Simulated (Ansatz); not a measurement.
# Band-structure calculation of TiO$_{2}$ (part 2 of 2)

TiO$_{2}$ (I4₁/amd, 6 atoms in the cell); DFT, PBE0, plane waves, PAW, no spin polarisation (Ansatz 0.2.0); cutoff 420 eV, 6×6×6 k-mesh, fixed occupations. The structure was built on a prototype by a generator. The geometry comes from this level: r2SCAN.

Geometry of the input (Å; fractional positions):
```
-1.8889  1.8889  4.7917
1.8889  -1.8889  4.7917
1.8889  1.8889  -4.7917
Ti 0.7500  0.2500  0.5000
Ti 0.0000  0.0000  0.0000
O  0.5427  0.0427  0.5000
O  0.7927  0.7927  0.0000
O  0.2073  0.2073  0.0000
O  0.9573  0.4573  0.5000
```

**File bands.tsv**
```
# k_distance	band_0	band_1	band_2	band_3	band_4	band_5	band_6	band_7	band_8	band_9	band_10	band_11	band_12	band_13	band_14	band_15	band_16	band_17	band_18	band_19	band_20	band_21	band_22	band_23	band_24	band_25	band_26	band_27	band_28
# fermi_ev = 5.833198
# lock_threshold_ev = 1e-6
# [0, 0, 0] at k_distance = 0.000000
# [0, 0, 0.5] at k_distance = 1.176051
# [0.25, 0.25, 0.25] at k_distance = 1.503868
# [0, 0.5, 0] at k_distance = 2.335462
# [0.5, 0.5, -0.5] at k_distance = 3.229337
# [0.2888490943, 0.7111509057, -0.2888490943] at k_distance = 3.931704
# [-0.2888490943, 0.2888490943, 0.2888490943] at k_distance = 4.636441
# [-0.0776981885, 0.0776981885, 0.5] at k_distance = 5.338808
# [0.5, 0.5, -0.0776981885] at k_distance = 6.043546
# [0, 0, 0.4375] at k_distance = 6.700154
# [0.3, 0.3, -0.3] at k_distance = 7.801826
# levels_relative_to = fermi_ev
# free_energy_ev = -7276.825442
# largest_residual_norms_ev = 9.962e-5 1.093e-4 2.217e-4 2.244e-4 2.201e-4 2.216e-4 2.268e-4 2.481e-4 5.471e-4 6.721e-4 6.100e-4 4.779e-4 1.526e-3 1.528e-3 1.430e-3 1.713e-3 1.182e-3 1.264e-3 2.060e-3 1.468e-3 1.069e-3 1.010e-3 1.056e-3 1.146e-3 1.239e-3 1.240e-3 1.759e-3 1.137e-3 1.148e-3
0.000000	-60.624189	-60.562620	-35.451913	-35.203486	-35.203486	-35.131179	-35.131179	-35.022797	-19.341198	-18.233715	-18.101713	-17.722208	-4.325873	-4.125712	-4.125712	-3.765709	-2.227553	-2.211310	-2.211310	-0.801450	-0.762965	-0.762965	-0.420442	-0.420442	4.438334	5.296911	6.576002	6.576002	6.619176
1.176051	-60.589253	-60.589253	-35.409741	-35.409741	-35.254751	-35.254751	-35.070733	-35.070733	-17.856648	-17.856648	-17.496088	-17.496088	-4.828550	-4.828550	-4.585160	-4.585160	-4.086482	-4.086482	-2.857387	-2.857387	-2.161796	-2.161796	0.000000	0.000000	5.813176	5.813176	6.317623	6.317623	7.596811
1.503868	-60.589260	-60.589260	-35.409722	-35.409722	-35.254768	-35.254768	-35.070750	-35.070750	-17.856548	-17.856548	-17.496243	-17.496243	-4.695486	-4.695486	-4.657001	-4.657001	-4.101774	-4.101774	-3.210394	-3.210394	-1.678587	-1.678587	-0.195204	-0.195204	6.059997	6.059997	6.073264	6.073264	7.590496
2.335462	-60.606756	-60.575979	-35.421024	-35.341789	-35.211755	-35.164486	-35.111691	-35.058748	-18.748863	-17.991889	-17.717856	-17.626334	-4.850104	-4.621202	-4.027992	-3.981602	-3.686274	-2.262788	-2.203157	-2.108795	-2.050682	-0.965122	-0.882092	-0.663779	5.738273	6.035844	6.074409	6.169713	6.880889
3.229337	-60.593504	-60.593504	-35.241258	-35.241258	-35.231263	-35.231263	-35.103022	-35.103022	-18.719066	-18.719066	-18.006195	-18.006195	-4.056220	-4.056220	-4.026376	-4.026376	-2.151600	-2.151600	-1.451960	-1.451960	-1.341707	-1.341707	-0.046124	-0.046124	4.853290	4.853290	6.380779	6.380779	6.838665
3.931704	-60.603167	-60.579831	-35.413094	-35.315497	-35.215466	-35.183257	-35.108580	-35.065054	-18.707347	-17.986408	-17.841545	-17.639033	-5.084794	-4.124733	-4.104532	-3.969655	-3.194436	-3.191755	-2.334292	-1.940431	-1.264877	-0.966223	-0.907364	-0.857414	5.672118	6.038944	6.052557	6.116422	6.844605
4.636441	-60.603167	-60.579831	-35.413094	-35.315497	-35.215466	-35.183257	-35.108580	-35.065054	-18.707347	-17.986408	-17.841545	-17.639033	-5.084794	-4.124733	-4.104532	-3.969655	-3.194436	-3.191755	-2.334292	-1.940431	-1.264877	-0.966223	-0.907364	-0.857414	5.672118	6.038944	6.052557	6.116422	6.844605
5.338808	-60.589494	-60.589494	-35.403240	-35.403240	-35.250087	-35.250087	-35.072712	-35.072712	-17.906750	-17.906750	-17.531424	-17.531424	-5.010625	-5.010625	-4.263433	-4.263433	-3.931117	-3.931117	-2.979776	-2.979776	-1.987956	-1.987956	-0.039967	-0.039967	5.779824	5.779824	6.254967	6.254967	7.466661
6.043546	-60.589494	-60.589494	-35.403240	-35.403240	-35.250087	-35.250087	-35.072712	-35.072712	-17.906750	-17.906750	-17.531424	-17.531424	-5.010625	-5.010625	-4.263433	-4.263433	-3.931117	-3.931117	-2.979776	-2.979776	-1.987956	-1.987956	-0.039967	-0.039967	5.779824	5.779824	6.254967	6.254967	7.466661
6.700154	-60.595430	-60.583410	-35.424647	-35.388921	-35.258038	-35.244970	-35.087692	-35.054003	-18.020278	-17.768320	-17.555079	-17.470422	-5.039092	-4.785377	-4.660533	-4.258982	-3.952290	-3.922687	-3.018606	-2.623707	-2.595745	-1.691055	-0.160911	0.057935	5.685594	5.915329	6.146910	6.387174	7.460796
7.801826	-60.611557	-60.575366	-35.365978	-35.223264	-35.223264	-35.113848	-35.111151	-35.111151	-19.082502	-18.370498	-18.129381	-17.850165	-4.111987	-4.061804	-4.061804	-4.035784	-2.176434	-2.176434	-1.673940	-1.241714	-1.185581	-1.185581	-0.125150	-0.125150	4.606336	5.110134	6.410675	6.410675	6.799660
```

**File rho_z.tsv**
```
# z_ang	rho[e/angstrom^3]
# format = ansatz-planar-average/11
# lattice	-1.888898584	1.888898584	4.791684295
# lattice	1.888898584	-1.888898584	4.791684295
# lattice	1.888898584	1.888898584	-4.791684295
# sites	6
# site	22	-0.000000000	1.888898584	2.395842148
# site	22	0.000000000	0.000000000	0.000000000
# site	8	0.000000000	1.888898584	0.409330741
# site	8	0.000000000	0.000000000	7.596857184
# site	8	0.000000000	0.000000000	1.986511407
# site	8	-0.000000000	1.888898584	4.382353555
0.000000	9.824139e-1
0.137150	9.697022e-1
0.274300	9.323253e-1
0.411449	8.727204e-1
0.548599	7.953835e-1
0.685749	7.071326e-1
0.822899	6.168021e-1
0.960049	5.341329e-1
1.097199	4.681617e-1
1.234348	4.258161e-1
1.371498	4.112494e-1
1.508648	4.258161e-1
1.645798	4.681617e-1
1.782948	5.341329e-1
1.920097	6.168021e-1
2.057247	7.071326e-1
2.194397	7.953835e-1
2.331547	8.727204e-1
2.468697	9.323253e-1
2.605846	9.697022e-1
2.742996	9.824139e-1
2.880146	9.697022e-1
3.017296	9.323253e-1
3.154446	8.727204e-1
3.291596	7.953835e-1
3.428745	7.071326e-1
3.565895	6.168021e-1
3.703045	5.341329e-1
3.840195	4.681617e-1
3.977345	4.258161e-1
4.114494	4.112494e-1
4.251644	4.258161e-1
4.388794	4.681617e-1
4.525944	5.341329e-1
4.663094	6.168021e-1
4.800243	7.071326e-1
4.937393	7.953835e-1
5.074543	8.727204e-1
5.211693	9.323253e-1
5.348843	9.697022e-1
```

**File v_z.tsv**
```
# z_ang	v_es[eV]	v_tot[eV]
# format = ansatz-planar-average/11
# xc	pbe0
# density_cutoff_ev	1680
# datasets	Ti=:simpson_from_first_knot:soft:fock:shift=0	O=:simpson_from_first_knot:soft:fock:shift=0
# lattice	-1.888898584	1.888898584	4.791684295
# lattice	1.888898584	-1.888898584	4.791684295
# lattice	1.888898584	1.888898584	-4.791684295
# sites	6
# site	22	-0.000000000	1.888898584	2.395842148
# site	22	0.000000000	0.000000000	0.000000000
# site	8	0.000000000	1.888898584	0.409330741
# site	8	0.000000000	0.000000000	7.596857184
# site	8	0.000000000	0.000000000	1.986511407
# site	8	-0.000000000	1.888898584	4.382353555
0.000000	2.780526e0	-5.674317e0
0.137150	2.857746e0	-5.588187e0
0.274300	3.085065e0	-5.333606e0
0.411449	3.446843e0	-4.925882e0
0.548599	3.914345e0	-4.395832e0
0.685749	4.445256e0	-3.790794e0
0.822899	4.998220e0	-3.158759e0
0.960049	5.555426e0	-2.524805e0
1.097199	6.110818e0	-1.903411e0
1.234348	6.564444e0	-1.404271e0
1.371498	6.743063e0	-1.209293e0
1.508648	6.564444e0	-1.404271e0
1.645798	6.110818e0	-1.903411e0
1.782948	5.555426e0	-2.524805e0
1.920097	4.998220e0	-3.158759e0
2.057247	4.445256e0	-3.790794e0
2.194397	3.914345e0	-4.395832e0
2.331547	3.446843e0	-4.925882e0
2.468697	3.085065e0	-5.333606e0
2.605846	2.857746e0	-5.588187e0
2.742996	2.780526e0	-5.674317e0
2.880146	2.857746e0	-5.588187e0
3.017296	3.085065e0	-5.333606e0
3.154446	3.446843e0	-4.925882e0
3.291596	3.914345e0	-4.395832e0
3.428745	4.445256e0	-3.790794e0
3.565895	4.998220e0	-3.158759e0
3.703045	5.555426e0	-2.524805e0
3.840195	6.110818e0	-1.903411e0
3.977345	6.564444e0	-1.404271e0
4.114494	6.743063e0	-1.209293e0
4.251644	6.564444e0	-1.404271e0
4.388794	6.110818e0	-1.903411e0
4.525944	5.555426e0	-2.524805e0
4.663094	4.998220e0	-3.158759e0
4.800243	4.445256e0	-3.790794e0
4.937393	3.914345e0	-4.395832e0
5.074543	3.446843e0	-4.925882e0
5.211693	3.085065e0	-5.333606e0
5.348843	2.857746e0	-5.588187e0
```

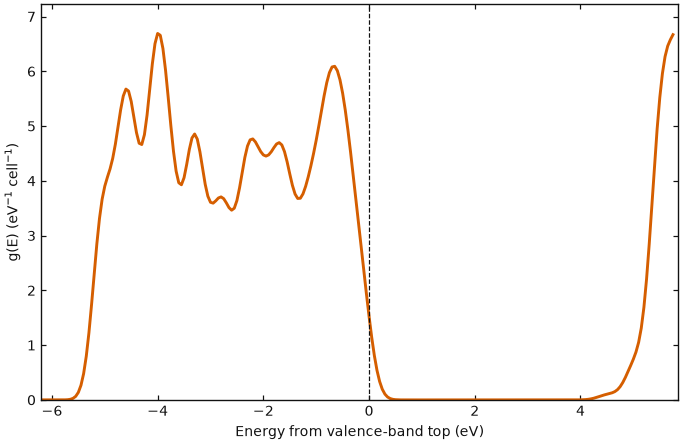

Figure 1. Density of states (the curve is built from the levels of the k mesh with Gaussians 0.4 eV wide, which also blur the band edges), with energies from the valence-band top. There is a gap of 4.44 eV on the k-point mesh. Small ripples come from the finite k-point mesh.

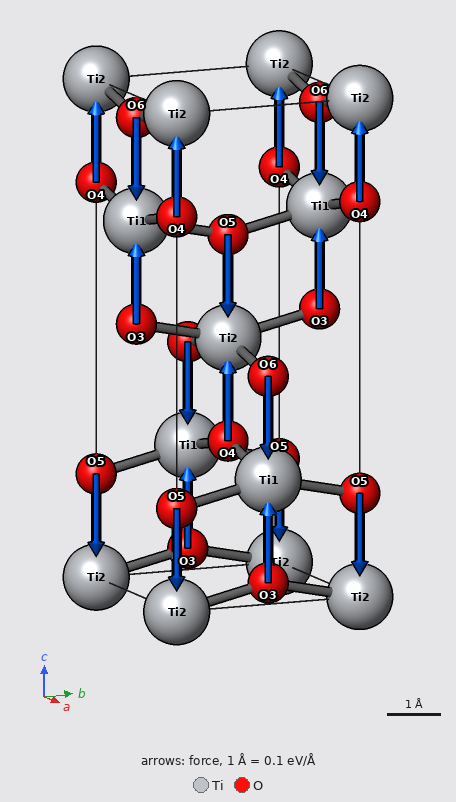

Figure 2. Forces on the atoms as blue arrows (ball-and-stick view of the cell 2 times as large as that of the calculation, set on its symmetry axes, seen slightly off an axis; atoms are numbered from 1 in the order of the input). The largest act on all 4 O atoms (0.16 eV/Å). The geometry is not a stationary point of this energy.

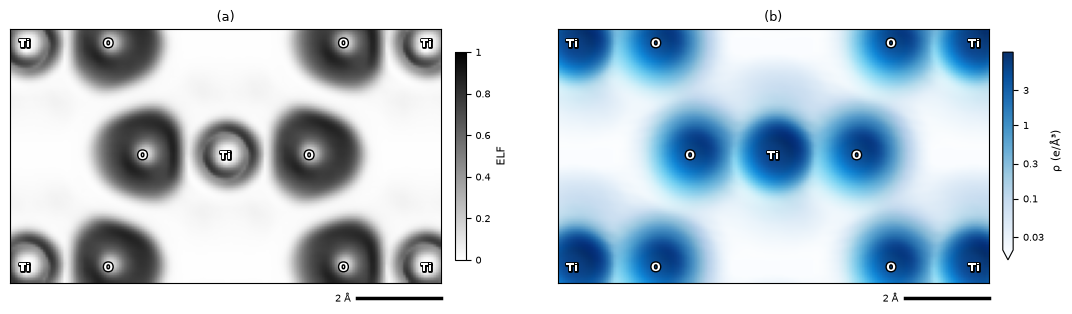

Figure 3. (a) electron localisation function; (b) valence charge density (pseudo) on the (110) plane of the conventional cell. Atoms in the plane: Ti and O. Ti–O (1.99 Å): ρ is about 0.67 e/Å³ halfway; the ELF is about 0.20 at the midpoint. Away from the nuclei the density in this plane falls to 0.02 e/Å³ at its lowest. The strong features right at Ti lie inside the PAW spheres (semicore, d or f shells) and say nothing about bonding. Core electrons are frozen (PAW), so the fields are smoothed inside the atomic spheres.

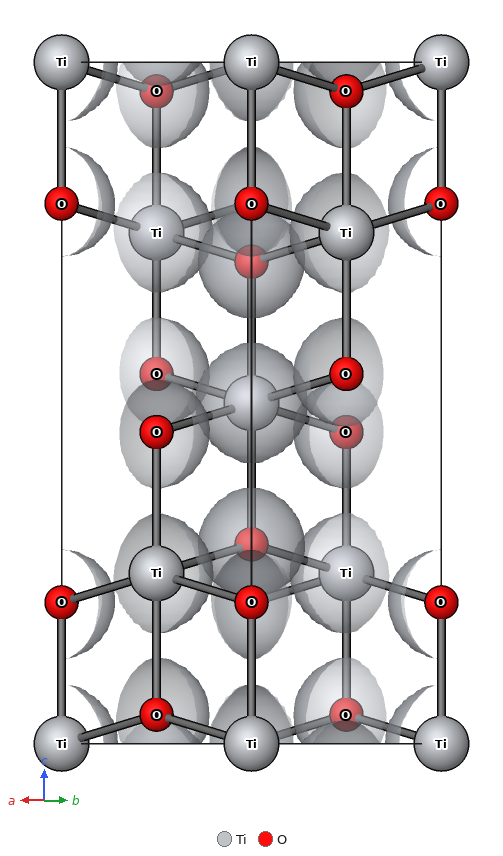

Figure 4. Isosurface of the valence charge density (pseudo) at 1 e/Å³ (grey), seen along [110]. Sticks mark near contacts. The outline is the cell set on symmetry axes. At this value the density breaks into separate islands; it holds about 70 % of the electrons treated as valence (semicore included). It is pinched off along the Ti–O (1.93 Å) and Ti–O (1.99 Å) contacts. On the grid the lowest density along these lines, outside the cores, is 0.75 e/Å³ (Ti–O, 1.93 Å) and 0.67 e/Å³ (Ti–O, 1.99 Å).

**Key numbers**

- outcome: converged
- space group (tolerance 0.01 Å): I4₁/amd (141)
- electrons treated: 48
- free energy: −7276.8254 eV
- Fermi energy: 5.833 eV
- gap on the k-point mesh: 4.44 eV
- pressure: −2.71 GPa
- largest force (length of the vector): 0.161 eV/Å
- wall time: 53 s (CPU time 5.9 min)
- peak memory: 2.9 GiB

The program warns: the exchange loop's threshold is looser than advised for the stress; the SCF threshold is looser than advised for the printed stress.
